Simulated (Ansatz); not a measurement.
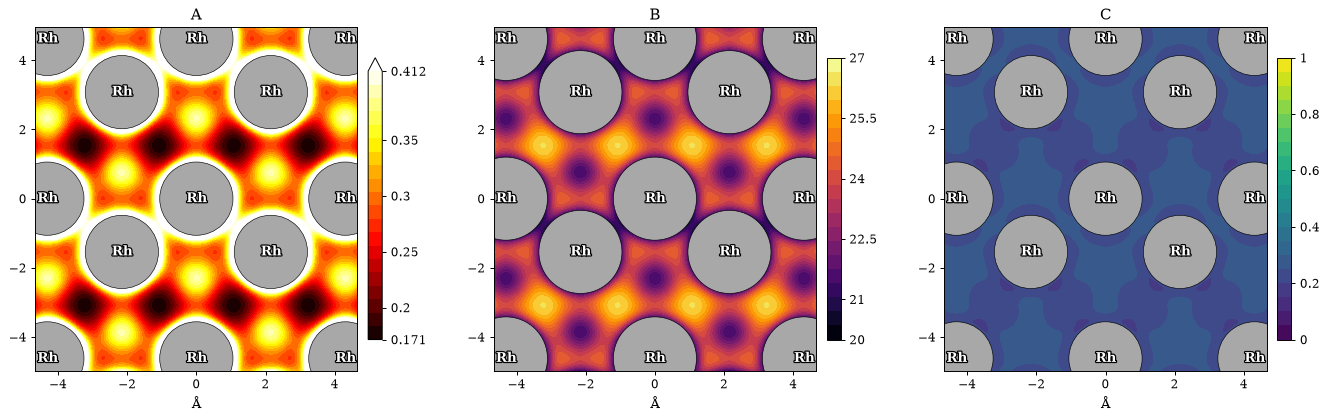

Rh: 3 fields on the (110) plane of the calculation cell, with unlabelled colour scales. Grey discs cover the atomic cores.

Space group P6₃/mmc; a structure from a database of computed crystals, not necessarily the ambient phase; computed without spin polarisation.

The calculation used DFT LDA, scalar-relativistic, plane waves, PAW (Ansatz 0.2.0).

### Which field does each panel show? The fields are: electron localisation function, electrostatic potential energy of an electron and valence pseudo-density.

Panel A: valence pseudo-density. Panel B: electrostatic potential energy of an electron (low next to the atoms, rising into the space between them). Panel C: electron localisation function. From the grid: Rh–Rh (2.65 Å): the density is about 0.4 e/Å³ at the midpoint; the ELF is about 0.30 at the midpoint; no shared electron pair shows on this line.
